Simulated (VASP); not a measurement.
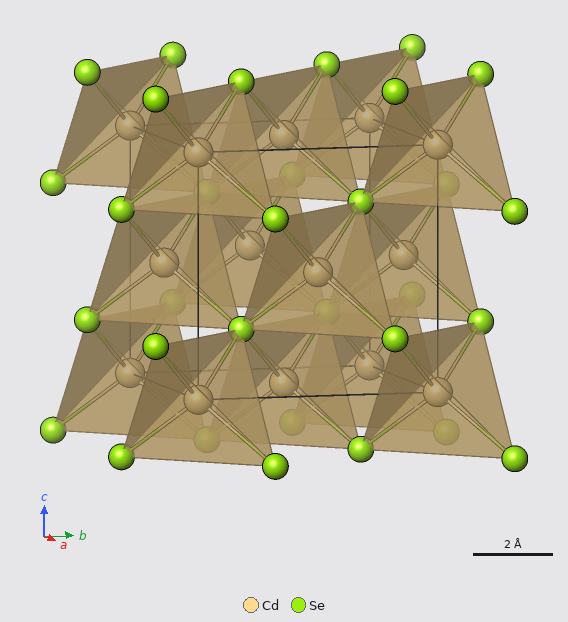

Figure 1. The input geometry (polyhedral view of the cell 4 times as large as that of the calculation, set on its symmetry axes, seen slightly off an axis; polyhedra are completed across the faces of the cell). An atom can appear more than once, as a periodic image.

**Band-structure calculation, with input and output: CdSe**

- system: CdSe (F-43m, 2 atoms in the cell)
- method: DFT, r2SCAN, plane waves, PAW (VASP 6.6.1)

The structure was built on a prototype by a generator. The geometry comes from this level: r2SCAN (a point of a series of strains). It belongs to a series of runs on one base structure; here: hydrostatic strain +4.0%.

**OSZICAR**
```
N       E                     dE             d eps       ncg     rms          rms(c)
DAV:   1     0.719505085696E+02    0.71951E+02   -0.89450E+03   952   0.101E+03
DAV:   2    -0.365069622691E+02   -0.10846E+03   -0.10194E+03  1136   0.243E+02
DAV:   3    -0.407390311413E+02   -0.42321E+01   -0.42234E+01  1088   0.505E+01
DAV:   4    -0.407571865854E+02   -0.18155E-01   -0.18155E-01  1224   0.336E+00
DAV:   5    -0.407573103830E+02   -0.12380E-03   -0.12380E-03  1104   0.242E-01    0.434E+00
DAV:   6    -0.358182130374E+02    0.49391E+01   -0.31796E+00   992   0.226E+01    0.649E+00
DAV:   7    -0.357826600833E+02    0.35553E-01   -0.20704E-01  1088   0.452E+00    0.373E+00
DAV:   8    -0.358002038503E+02   -0.17544E-01   -0.73919E-02  1104   0.277E+00    0.736E-01
DAV:   9    -0.358062133700E+02   -0.60095E-02   -0.96372E-03  1176   0.785E-01    0.260E-01
DAV:  10    -0.358063378713E+02   -0.12450E-03   -0.28910E-03  1096   0.514E-01    0.150E-01
DAV:  11    -0.358062727315E+02    0.65140E-04   -0.14603E-04  1144   0.159E-01    0.789E-02
DAV:  12    -0.358062512953E+02    0.21436E-04   -0.20242E-04  1120   0.157E-01    0.222E-02
DAV:  13    -0.358062497696E+02    0.15257E-05   -0.48433E-06  1096   0.264E-02    0.653E-03
DAV:  14    -0.358062490945E+02    0.67503E-06   -0.89956E-07  1128   0.985E-03    0.138E-03
DAV:  15    -0.358062489938E+02    0.10080E-06   -0.86689E-08   672   0.253E-03    0.321E-04
DAV:  16    -0.358062489950E+02   -0.12551E-08   -0.68370E-09   560   0.564E-04
   1 F= -.35806249E+02 E0= -.35806249E+02  d E =-.633226E-63
       N       E                     dE             ncg
DAV:   1     0.100491162402E+04   -0.30456E+04      200
DAV:   2     0.374958081598E+03   -0.62995E+03      232
DAV:   3     0.351491244814E+03   -0.23467E+02      200
DAV:   4     0.351395723523E+03   -0.95521E-01      280
DAV:   5     0.351395104317E+03   -0.61921E-03      208
DAV:   6     0.351395096594E+03   -0.77231E-05      280
DAV:   7     0.351395096477E+03   -0.11717E-06      216
DAV:   8     0.351395096475E+03   -0.18863E-08      224
```

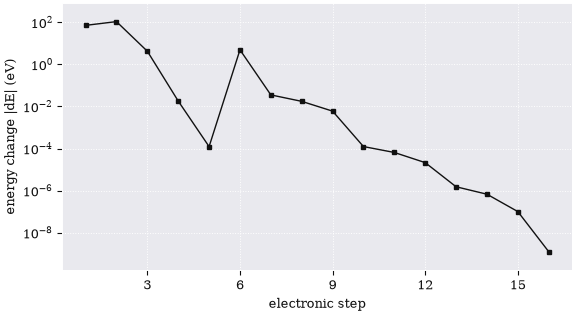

Figure 2. Convergence of the self-consistent field: energy change |dE| against the electronic step. It takes 16 electronic steps. The density is held fixed in the first few steps, and dE rises again when its update begins.

**Parts of OUTCAR**
```
k-points           NKPTS =     29   k-points in BZ     NKDIM =     29   number of bands    NBANDS=     16

   NELECT =      18.0000    total number of electrons

   dimension x,y,z NGX =    36 NGY =   36 NGZ =   36
   dimension x,y,z NGXF=    72 NGYF=   72 NGZF=   72

  energy-cutoff  :      520.00
  volume of cell :       64.95
      direct lattice vectors                 reciprocal lattice vectors
     0.000000000  3.190492204  3.190492204    -0.156715631  0.156715631  0.156715631
     3.190492204  0.000000000  3.190492204     0.156715631 -0.156715631  0.156715631
     3.190492204  3.190492204  0.000000000     0.156715631  0.156715631 -0.156715631

 k-points in reciprocal lattice and weights: KPOINTS created by Atomic Simulation Env
   0.00000000  0.00000000  0.00000000       0.002
   0.12500000  0.00000000  0.00000000       0.016
   0.25000000  0.00000000  0.00000000       0.016
   0.37500000  0.00000000  0.00000000       0.016
   0.50000000  0.00000000  0.00000000       0.008
   0.12500000  0.12500000  0.00000000       0.012
   0.25000000  0.12500000  0.00000000       0.047
   0.37500000  0.12500000  0.00000000       0.047
   0.50000000  0.12500000  0.00000000       0.047
  -0.37500000  0.12500000  0.00000000       0.047
  -0.25000000  0.12500000  0.00000000       0.047
  -0.12500000  0.12500000  0.00000000       0.023
   0.25000000  0.25000000  0.00000000       0.012
   0.37500000  0.25000000  0.00000000       0.047
   0.50000000  0.25000000  0.00000000       0.047
  -0.37500000  0.25000000  0.00000000       0.047
  -0.25000000  0.25000000  0.00000000       0.023
   0.37500000  0.37500000  0.00000000       0.012
   0.50000000  0.37500000  0.00000000       0.047
  -0.37500000  0.37500000  0.00000000       0.023
   0.50000000  0.50000000  0.00000000       0.006
   0.37500000  0.25000000  0.12500000       0.047
   0.50000000  0.25000000  0.12500000       0.094
  -0.37500000  0.25000000  0.12500000       0.047
   0.50000000  0.37500000  0.12500000       0.047
  -0.37500000  0.37500000  0.12500000       0.094
  -0.25000000  0.37500000  0.12500000       0.047
  -0.37500000  0.50000000  0.12500000       0.023
  -0.25000000  0.50000000  0.25000000       0.012

 E-fermi :  -0.2775

 k-point     1 :       0.0000    0.0000    0.0000
  band No.  band energies     occupation
      1     -12.6853      2.00000
      2      -8.2000      2.00000
      3      -8.2000      2.00000
      4      -8.2000      2.00000
      5      -7.9425      2.00000
      6      -7.9425      2.00000
      7      -0.3938      2.00000
      8      -0.3938      2.00000
      9      -0.3938      2.00000
     10       0.3657      0.00000
     11       6.0304      0.00000
     12       6.0304      0.00000
     13       6.0304      0.00000
     14       9.2499      0.00000
     15      10.9110      0.00000
     16      10.9110      0.00000

 k-point     2 :       0.1250    0.0000    0.0000
  band No.  band energies     occupation
      1     -12.6468      2.00000
      2      -8.1882      2.00000
      3      -8.1882      2.00000
      4      -8.1578      2.00000
      5      -7.9428      2.00000
      6      -7.9428      2.00000
      7      -1.4180      2.00000
      8      -0.4875      2.00000
      9      -0.4875      2.00000
     10       1.2676      0.00000
     11       5.7324      0.00000
     12       6.2016      0.00000
     13       6.2016      0.00000
     14      10.0147      0.00000
     15      10.2013      0.00000
     16      10.2013      0.00000

 k-point     3 :       0.2500    0.0000    0.0000
  band No.  band energies     occupation
      1     -12.5531      2.00000
      2      -8.1624      2.00000
      3      -8.1623      2.00000
      4      -8.0278      2.00000
      5      -7.9405      2.00000
      6      -7.9405      2.00000
      7      -2.6692      2.00000
      8      -0.6981      2.00000
      9      -0.6981      2.00000
     10       2.0294      0.00000
     11       5.7562      0.00000
     12       6.4696      0.00000
     13       6.4696      0.00000
     14       9.8526      0.00000
     15       9.9649      0.00000
     16       9.9649      0.00000

 k-point     4 :       0.3750    0.0000    0.0000
  band No.  band energies     occupation
      1     -12.4587      2.00000
      2      -8.1412      2.00000
      3      -8.1412      2.00000
      4      -7.9325      2.00000
      5      -7.9325      2.00000
      6      -7.8394      2.00000
      7      -3.6447      2.00000
      8      -0.8908      2.00000
      9      -0.8908      2.00000
     10       2.2315      0.00000
     11       6.4841      0.00000
     12       6.4999      0.00000
     13       6.4999      0.00000
     14       9.5474      0.00000
     15      10.7728      0.00000
     16      10.7728      0.00000

 k-point     5 :       0.5000    0.0000    0.0000
  band No.  band energies     occupation
      1     -12.4196      2.00000
      2      -8.1342      2.00000
      3      -8.1342      2.00000
      4      -7.9272      2.00000
      5      -7.9272      2.00000
      6      -7.7344      2.00000
      7      -4.0330      2.00000
      8      -0.9664      2.00000
      9      -0.9664      2.00000
     10       2.2355      0.00000
     11       6.4578      0.00000
     12       6.4578      0.00000
     13       6.9422      0.00000
     14       9.6950      0.00000
     15      11.8767      0.00000
     16      11.8767      0.00000

 [... the levels of 23 k-points are left out ...]

 k-point    29 :      -0.2500    0.5000    0.2500
  band No.  band energies     occupation
      1     -12.3361      2.00000
      2      -8.0711      2.00000
      3      -8.0631      2.00000
      4      -7.9654      2.00000
      5      -7.9355      2.00000
      6      -7.6098      2.00000
      7      -3.7322      2.00000
      8      -2.1799      2.00000
      9      -2.0782      2.00000
     10       4.4780      0.00000
     11       5.0816      0.00000
     12       6.3445      0.00000
     13       7.5669      0.00000
     14       9.9060      0.00000
     15      12.2990      0.00000
     16      12.6970      0.00000

  Total       -1.8348222     -1.8348222     -1.8348222      0.0000000     -0.0000000      0.0000000
  in kB      -45.2586406    -45.2586406    -45.2586406      0.0000000     -0.0000000      0.0000000
  external PRESSURE =     -45.2586406 kB  Pullay stress =       0.0000000 kB

 POSITION                                       TOTAL-FORCE (eV/Angst)
 -----------------------------------------------------------------------------------
      0.00000      0.00000      0.00000         0.000000      0.000000      0.000000
      1.59525      1.59525      1.59525        -0.000000     -0.000000     -0.000000
 -----------------------------------------------------------------------------------
    total drift:                               -0.000002     -0.000002     -0.000002

  FREE ENERGIE OF THE ION-ELECTRON SYSTEM (eV)
  ---------------------------------------------------
  free  energy   TOTEN  =       -35.8062489950 eV

  energy  without entropy=      -35.8062489950  energy(sigma->0) =      -35.80624900
```

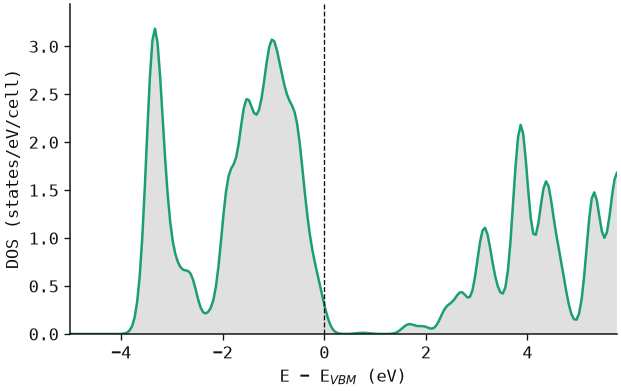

Figure 3. Density of states (the curve is built from the levels of the k mesh with Gaussians 0.3 eV wide, which also blur the band edges), with energies from the valence-band top. There is a gap of 0.76 eV on the k-point mesh. Small ripples come from the finite k-point mesh.

The run was set up as follows.

**INCAR**
```
ENCUT = 520.000000
SIGMA = 0.010000
EDIFF = 1.00e-07
ALGO = Normal
METAGGA = R2SCAN
PREC = Accurate
IBRION = -1
ISIF = 2
ISMEAR = 0
NBANDS = 16
NELM = 120
NSW = 0
LASPH = .TRUE.
LCHARG = .TRUE.
LELF = .TRUE.
LWAVE = .FALSE.
LREAL = .FALSE.
```

**KPOINTS**
```
KPOINTS created by Atomic Simulation Environment
0
Gamma
8 8 8
0 0 0
```

**KPOINTS_OPT**
```
special points
6
Reciprocal
0.0000000000 0.0000000000 0.0000000000 1
-0.5000000000 -0.5000000000 0.0000000000 1
-0.3750000000 -0.3750000000 0.2500000000 1
-0.3750000000 0.0000000000 0.3750000000 1
0.0000000000 0.0000000000 0.5000000000 1
-0.5000000000 -0.2500000000 0.2500000000 1
```

**POSCAR**
```
Cd Se
 1.0000000000000000
     0.0000000000000000    3.1904922039999999    3.1904922039999999
     3.1904922039999999    0.0000000000000000    3.1904922039999999
     3.1904922039999999    3.1904922039999999    0.0000000000000000
 Cd  Se
   1   1
Cartesian
  0.0000000000000000  0.0000000000000000  0.0000000000000000
  1.5952461019999999  1.5952461019999999  1.5952461019999999
```

Command:
```bash
mpirun -np 1 vasp_std
```

**Summary**

- outcome: converged
- space group (tolerance 0.01 Å): F-43m (216)
- electrons treated: 18
- free energy: −35.8062 eV
- Fermi energy: −0.278 eV
- band gap: 0.76 eV
- pressure: −4.53 GPa
- largest force (length of the vector): under 0.001 eV/Å
- hardware: 1 CPU thread, shared host
- wall time: 89 s
- peak memory: 0.22 GiB
